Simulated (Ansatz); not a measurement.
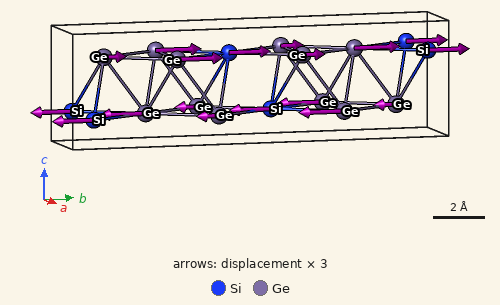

A relaxation of solid SiGe2 (a generated structure, set up in Cmcm) (coarse preliminary run). The starting structure is drawn; purple arrows show the displacements (the part carried along by the change of the cell is left out), 3 times their true length.

Style: ball-and-stick. Shown: the conventional cell (2 times the calculation's cell), slightly off an axis. Lengths and directions refer to the drawn axes.

Computed with DFT PBE, scalar-relativistic, plane waves, PAW (Ansatz 0.2.0). Settings: plane-wave cutoff 420 eV; k-point mesh 6 × 6 × 4; occupations gaussian; smearing width 0.1 eV; no spin polarisation; cell and atoms relaxed; force threshold 0.04 eV/Å; at most 70 steps.

**What happened in the run?**

The largest moves relative to the cell, 0.64 Å, are those of Ge atoms. Largest moves by element: Ge 0.64 Å, Si 0.58 Å. The volume changes by +1.2 %, with a 2.995 → 2.896 Å (−3.3 %), b 15.564 → 15.134 Å (−2.8 %), c 4.613 → 4.967 Å (+7.7 %). Some distances before and after: Ge–Ge 2.883 → 3.573 Å, Ge–Si 2.883 → 3.363 Å, Si–Si 2.883 → 2.537 Å, Ge–Si 2.995 → 2.688 Å. Among the angles between lasting bonds that change: Ge–Ge–Ge 106.3° → 147.8°. The space group stays Cmcm (No. 63). After 9 accepted moves (11 points after the start) the energy has fallen by 0.632 eV per cell of the calculation. Largest force component: 0.55 eV/Å at the start, 0.0097 eV/Å at the end. Pressure: 0.03 GPa at the start and 0.07 GPa at the end. The line search rejected the trial step at point 7 of the run. The SCF was repeated once at an unchanged geometry on a basis and grid sized afresh for the cell, which shifted the energy by 1.3 meV per cell of the calculation at most.
